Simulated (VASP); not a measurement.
# Geometry relaxation, with input and output: CsSnBr$_{3}$ (part 2 of 2)

CsSnBr$_{3}$ (Pm-3m, 5 atoms in the cell); Kohn-Sham DFT of a periodic cell, PBEsol, VASP PAW PBE potentials, recommended, no spin polarisation (VASP 6.6.1); cutoff 600 eV, 6×6×6 k-mesh, Gaussian smearing of 0.03 eV. The structure derives from a Materials Project entry.

Geometry of the input (Å; fractional positions):
```
5.8390  0.0000  0.0000
0.0000  5.8390  0.0000
0.0000  0.0000  5.8390
Cs 0.0000  0.0000  0.0000
Sn 0.5000  0.5000  0.5000
Br 0.5000  0.0000  0.5000
Br 0.5000  0.5000  0.0000
Br 0.0000  0.5000  0.5000
```

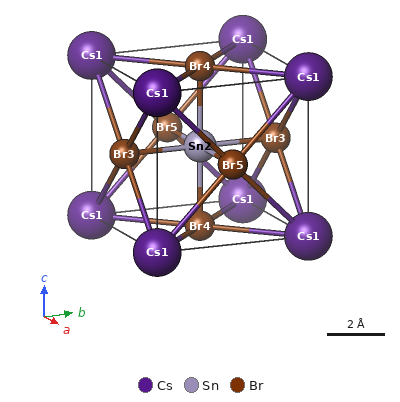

The geometry at step 1 of the log (ball-and-stick view of the cell of the calculation, seen slightly off an axis; atoms are numbered from 1 in the order of the input).

### Parts of OUTCAR, continued
```
 -----------------------------------------------------------------------------
  energy-cutoff  :      600.00
  volume of cell :      199.07
      direct lattice vectors                 reciprocal lattice vectors
     5.839005610  0.000000000  0.000000000     0.171262038  0.000000000  0.000000000
     0.000000000  5.839005610  0.000000000     0.000000000  0.171262038  0.000000000
     0.000000000  0.000000000  5.839005610     0.000000000  0.000000000  0.171262038

 POSITION                                       TOTAL-FORCE (eV/Angst)
 -----------------------------------------------------------------------------------
      0.00000      0.00000      0.00000         0.000000      0.000000      0.000000
      2.91950      2.91950      2.91950         0.000000      0.000000      0.000000
      2.91950      0.00000      2.91950         0.000000      0.000000      0.000000
      2.91950      2.91950      0.00000         0.000000      0.000000      0.000000
      0.00000      2.91950      2.91950         0.000000      0.000000      0.000000
 -----------------------------------------------------------------------------------
    total drift:                                0.000000     -0.000000     -0.000000

  FREE ENERGIE OF THE ION-ELECTRON SYSTEM (eV)
  ---------------------------------------------------
  free  energy   TOTEN  =       -16.7911974582 eV

  energy  without entropy=      -16.7911974582  energy(sigma->0) =      -16.79119746

--------------------------------------- Ionic step        2  -------------------------------------------

 number of electron      44.0000013 magnetization

------------------------ aborting loop because EDIFF is reached ----------------------------------------

  FORCE on cell =-STRESS in cart. coord.  units (eV):
  Direction    XX          YY          ZZ          XY          YZ          ZX
  --------------------------------------------------------------------------------------
  -------------------------------------------------------------------------------------
  Total       -0.2325619     -0.2325619     -0.2325619      0.0000000      0.0000000     -0.0000000
  in kB       -1.9248248     -1.9248248     -1.9248248      0.0000000      0.0000000     -0.0000000
  external PRESSURE =      -1.9248248 kB  Pullay stress =       0.0000000 kB

 VOLUME and BASIS-vectors are now :
 -----------------------------------------------------------------------------
  energy-cutoff  :      600.00
  volume of cell :      193.58
      direct lattice vectors                 reciprocal lattice vectors
     5.784768872 -0.000000000  0.000000000     0.172867754  0.000000000  0.000000000
    -0.000000000  5.784768872  0.000000000     0.000000000  0.172867754  0.000000000
    -0.000000000 -0.000000000  5.784768872    -0.000000000 -0.000000000  0.172867754

 POSITION                                       TOTAL-FORCE (eV/Angst)
 -----------------------------------------------------------------------------------
      0.00000      0.00000      0.00000        -0.000000      0.000000      0.000000
      2.89238      2.89238      2.89238         0.000000     -0.000000      0.000000
      2.89238     -0.00000      2.89238        -0.000000      0.000000      0.000000
      2.89238      2.89238      0.00000        -0.000000      0.000000      0.000000
     -0.00000      2.89238      2.89238        -0.000000      0.000000      0.000000
 -----------------------------------------------------------------------------------
    total drift:                                0.000000     -0.000000     -0.000000

  FREE ENERGIE OF THE ION-ELECTRON SYSTEM (eV)
  ---------------------------------------------------
  free  energy   TOTEN  =       -16.8080700520 eV

  energy  without entropy=      -16.8080700520  energy(sigma->0) =      -16.80807005

--------------------------------------- Ionic step        3  -------------------------------------------

 number of electron      44.0000011 magnetization

 Free energy of the ion-electron system (eV)
  ---------------------------------------------------
  ext. energy  EPLUGINS =         0.00000000
  ---------------------------------------------------
  free energy    TOTEN  =       -16.80917534 eV

  energy without entropy =      -16.80917534  energy(sigma->0) =      -16.80917534

 E-fermi :   2.6385     XC(G=0):  -7.9952     alpha+bet : -7.2722

 val. band max:        2.5287013272   @ k =   0.5000   0.5000   0.5000
 cond. band min:       2.7526256669   @ k =   0.5000   0.5000   0.5000
 fundamental gap:      0.2239243396
 Fermi energy:         2.6384789376

 k-point     1 :       0.0000    0.0000    0.0000
  band No.  band energies     occupation
      1     -19.9088      2.00000
      2     -19.7184      2.00000
      3     -19.7184      2.00000
      4     -19.6812      2.00000
      5     -19.6812      2.00000
      6     -19.6812      2.00000
      7     -13.4651      2.00000
      8     -12.8723      2.00000
      9     -12.8723      2.00000
     10      -6.6996      2.00000
     11      -6.6996      2.00000
     12      -6.6996      2.00000
     13      -3.9280      2.00000
     14      -3.1134      2.00000
     15      -3.1134      2.00000
     16      -3.1134      2.00000
     17      -0.7683      2.00000
     18      -0.7683      2.00000
     19      -0.7683      2.00000
     20      -0.6161      2.00000
     21      -0.6161      2.00000
     22      -0.6161      2.00000
     23       4.4235      0.00000
     24       5.4446      0.00000
     25       5.4446      0.00000
     26       6.0888      0.00000

 k-point     2 :       0.1667    0.0000    0.0000
  band No.  band energies     occupation
      1     -19.9084      2.00000
      2     -19.7184      2.00000
      3     -19.7164      2.00000
      4     -19.6812      2.00000
      5     -19.6812      2.00000
      6     -19.6812      2.00000
      7     -13.4358      2.00000
      8     -12.9122      2.00000
      9     -12.8717      2.00000
     10      -6.6950      2.00000
     11      -6.6950      2.00000
     12      -6.6945      2.00000
     13      -4.4672      2.00000
     14      -3.0910      2.00000
     15      -3.0910      2.00000
     16      -2.3721      2.00000
     17      -0.8098      2.00000
     18      -0.8098      2.00000
     19      -0.8088      2.00000
     20      -0.6564      2.00000
     21      -0.6564      2.00000
     22      -0.5980      2.00000
     23       4.7199      0.00000
     24       5.6285      0.00000
     25       5.6774      0.00000
     26       6.1949      0.00000

 k-point     3 :       0.3333    0.0000    0.0000
  band No.  band energies     occupation
      1     -19.9076      2.00000
      2     -19.7184      2.00000
      3     -19.7125      2.00000
      4     -19.6814      2.00000
      5     -19.6814      2.00000
      6     -19.6812      2.00000
      7     -13.3579      2.00000
      8     -13.0114      2.00000
      9     -12.8705      2.00000
     10      -6.6859      2.00000
     11      -6.6859      2.00000
     12      -6.6847      2.00000
     13      -4.9701      2.00000
     14      -3.0437      2.00000
     15      -3.0437      2.00000
     16      -1.6352      2.00000
     17      -0.9051      2.00000
     18      -0.9051      2.00000
     19      -0.8863      2.00000
     20      -0.7239      2.00000
     21      -0.7239      2.00000
     22      -0.1920      2.00000
     23       4.7802      0.00000
     24       5.4572      0.00000
     25       6.1162      0.00000
     26       6.2263      0.00000

 k-point     4 :       0.5000    0.0000    0.0000
  band No.  band energies     occupation
      1     -19.9072      2.00000
      2     -19.7184      2.00000
      3     -19.7105      2.00000
      4     -19.6814      2.00000
      5     -19.6814      2.00000
      6     -19.6812      2.00000
      7     -13.2940      2.00000
      8     -13.0859      2.00000
      9     -12.8698      2.00000
     10      -6.6813      2.00000
     11      -6.6813      2.00000
     12      -6.6801      2.00000
     13      -5.1438      2.00000
     14      -3.0187      2.00000
     15      -3.0187      2.00000
     16      -1.5018      2.00000
     17      -0.9572      2.00000
     18      -0.9572      2.00000
     19      -0.9235      2.00000
     20      -0.7529      2.00000
     21      -0.7529      2.00000
     22       0.3842      2.00000
     23       3.8296      0.00000
     24       5.9317      0.00000
     25       6.5262      0.00000
     26       6.5732      0.00000

 k-point     5 :       0.1667    0.1667    0.0000
  band No.  band energies     occupation
      1     -19.9080      2.00000
      2     -19.7174      2.00000
      3     -19.7154      2.00000
      4     -19.6813      2.00000
      5     -19.6812      2.00000
      6     -19.6812      2.00000
      7     -13.4074      2.00000
      8     -12.9281      2.00000
      9     -12.8926      2.00000
     10      -6.7010      2.00000
     11      -6.6908      2.00000
     12      -6.6849      2.00000
     13      -4.8334      2.00000
     14      -3.0652      2.00000
     15      -2.7568      2.00000
     16      -2.1336      2.00000
     17      -0.9828      2.00000
     18      -0.8449      2.00000
     19      -0.7472      2.00000
     20      -0.7066      2.00000
     21      -0.5853      2.00000
     22      -0.5827      2.00000
     23       4.9676      0.00000
     24       5.7827      0.00000
     25       5.8267      0.00000
     26       6.2705      0.00000

 [... the levels of 14 k-points are left out ...]

 k-point    20 :       0.5000    0.5000    0.5000
  band No.  band energies     occupation
      1     -19.9048      2.00000
      2     -19.7065      2.00000
      3     -19.7065      2.00000
      4     -19.6817      2.00000
      5     -19.6817      2.00000
      6     -19.6817      2.00000
      7     -13.0819      2.00000
      8     -13.0819      2.00000
      9     -13.0819      2.00000
     10      -6.7455      2.00000
     11      -6.7455      2.00000
     12      -6.7455      2.00000
     13      -6.6794      2.00000
     14      -1.5776      2.00000
     15      -1.5776      2.00000
     16      -1.5776      2.00000
     17      -1.0458      2.00000
     18      -1.0458      2.00000
     19      -0.2269      2.00000
     20      -0.2269      2.00000
     21      -0.2269      2.00000
     22       2.5287      2.00000
     23       2.7526      0.00000
     24       2.7526      0.00000
     25       2.7526      0.00000
     26       5.9231      0.00000

------------------------ aborting loop because EDIFF is reached ----------------------------------------

  FORCE on cell =-STRESS in cart. coord.  units (eV):
  Direction    XX          YY          ZZ          XY          YZ          ZX
  --------------------------------------------------------------------------------------
  -------------------------------------------------------------------------------------
  Total       -0.0274945     -0.0274945     -0.0274945      0.0000000      0.0000000      0.0000000
  in kB       -0.2294534     -0.2294534     -0.2294534      0.0000000      0.0000000      0.0000000
  external PRESSURE =      -0.2294534 kB  Pullay stress =       0.0000000 kB

 VOLUME and BASIS-vectors are now :
 -----------------------------------------------------------------------------
  energy-cutoff  :      600.00
  volume of cell :      191.98
      direct lattice vectors                 reciprocal lattice vectors
     5.768825274 -0.000000000  0.000000000     0.173345517  0.000000000  0.000000000
    -0.000000000  5.768825274  0.000000000     0.000000000  0.173345517  0.000000000
    -0.000000000 -0.000000000  5.768825274    -0.000000000 -0.000000000  0.173345517

 POSITION                                       TOTAL-FORCE (eV/Angst)
 -----------------------------------------------------------------------------------
      0.00000      0.00000      0.00000        -0.000000      0.000000      0.000000
      2.88441      2.88441      2.88441         0.000000     -0.000000      0.000000
      2.88441     -0.00000      2.88441        -0.000000      0.000000      0.000000
      2.88441      2.88441      0.00000        -0.000000      0.000000      0.000000
     -0.00000      2.88441      2.88441        -0.000000      0.000000      0.000000
 -----------------------------------------------------------------------------------
    total drift:                                0.000000     -0.000000     -0.000000

  FREE ENERGIE OF THE ION-ELECTRON SYSTEM (eV)
  ---------------------------------------------------
  free  energy   TOTEN  =       -16.8091753403 eV

  energy  without entropy=      -16.8091753400  energy(sigma->0) =      -16.80917534

 reached required accuracy - stopping structural energy minimisation
```

### CONTCAR
```
CsSnBr3
   1.00000000000000
     5.7688252744421691   -0.0000000000000000    0.0000000000000000
    -0.0000000000000000    5.7688252744421691    0.0000000000000000
    -0.0000000000000000   -0.0000000000000000    5.7688252744421691
  Cs              Sn              Br
     1     1     3
Direct
     0.0000000000000000    0.0000000000000000    0.0000000000000000
     0.5000000000000000    0.5000000000000000    0.5000000000000000
     0.5000000000000000    0.0000000000000000    0.5000000000000000
     0.5000000000000000    0.5000000000000000    0.0000000000000000
     0.0000000000000000    0.5000000000000000    0.5000000000000000

  0.00000000E+00  0.00000000E+00  0.00000000E+00
  0.00000000E+00  0.00000000E+00  0.00000000E+00
  0.00000000E+00  0.00000000E+00  0.00000000E+00
  0.00000000E+00  0.00000000E+00  0.00000000E+00
  0.00000000E+00  0.00000000E+00  0.00000000E+00
```

### Trajectory as extended XYZ (Å, eV, eV/Å), 3 frames, from step=0 to step=2
```
5
Lattice="5.8390 0.0000 0.0000 0.0000 5.8390 0.0000 0.0000 0.0000 5.8390" Properties=species:S:1:pos:R:3:forces:R:3 step=0 energy=-16.79120
Cs    0.0000    0.0000    0.0000    0.0000   0.0000   0.0000
Sn    2.9195    2.9195    2.9195    0.0000   0.0000   0.0000
Br    2.9195    0.0000    2.9195    0.0000   0.0000   0.0000
Br    2.9195    2.9195    0.0000    0.0000   0.0000   0.0000
Br    0.0000    2.9195    2.9195    0.0000   0.0000   0.0000
5
Lattice="5.7848 -0.0000 0.0000 -0.0000 5.7848 0.0000 -0.0000 -0.0000 5.7848" Properties=species:S:1:pos:R:3:forces:R:3 step=1 energy=-16.80807
Cs    0.0000    0.0000    0.0000    0.0000   0.0000   0.0000
Sn    2.8924    2.8924    2.8924    0.0000   0.0000   0.0000
Br    2.8924    0.0000    2.8924    0.0000   0.0000   0.0000
Br    2.8924    2.8924    0.0000    0.0000   0.0000   0.0000
Br    0.0000    2.8924    2.8924    0.0000   0.0000   0.0000
5
Lattice="5.7688 -0.0000 0.0000 -0.0000 5.7688 0.0000 -0.0000 -0.0000 5.7688" Properties=species:S:1:pos:R:3:forces:R:3 step=2 energy=-16.80918
Cs    0.0000    0.0000    0.0000    0.0000   0.0000   0.0000
Sn    2.8844    2.8844    2.8844    0.0000   0.0000   0.0000
Br    2.8844    0.0000    2.8844    0.0000   0.0000   0.0000
Br    2.8844    2.8844    0.0000    0.0000   0.0000   0.0000
Br    0.0000    2.8844    2.8844    0.0000   0.0000   0.0000
```

### Summary

```json
{"quantity": "outcome", "value": "converged"}
{"quantity": "space group (tolerance 0.01 Å)", "value": "Pm-3m (221)"}
{"quantity": "electrons treated", "value": "44"}
{"quantity": "free energy", "value": "−16.8092 eV"}
{"quantity": "gap on the k-point mesh", "value": "0.22 eV"}
{"quantity": "pressure", "value": "−0.02 GPa"}
{"quantity": "final volume", "value": "191.98 Å³"}
{"quantity": "largest force (length of the vector) at the end", "value": "under 0.001 eV/Å"}
{"quantity": "final cell", "value": "a = 5.769 Å, b = 5.769 Å, c = 5.769 Å, α = 90.00°, β = 90.00°, γ = 90.00°"}
{"quantity": "hardware", "value": "4 threads of Intel Xeon (Sapphire Rapids), 64 GiB of memory available, shared host"}
{"quantity": "wall time", "value": "57 s (CPU time 3.3 min)"}
{"quantity": "peak memory", "value": "0.43 GiB"}
```
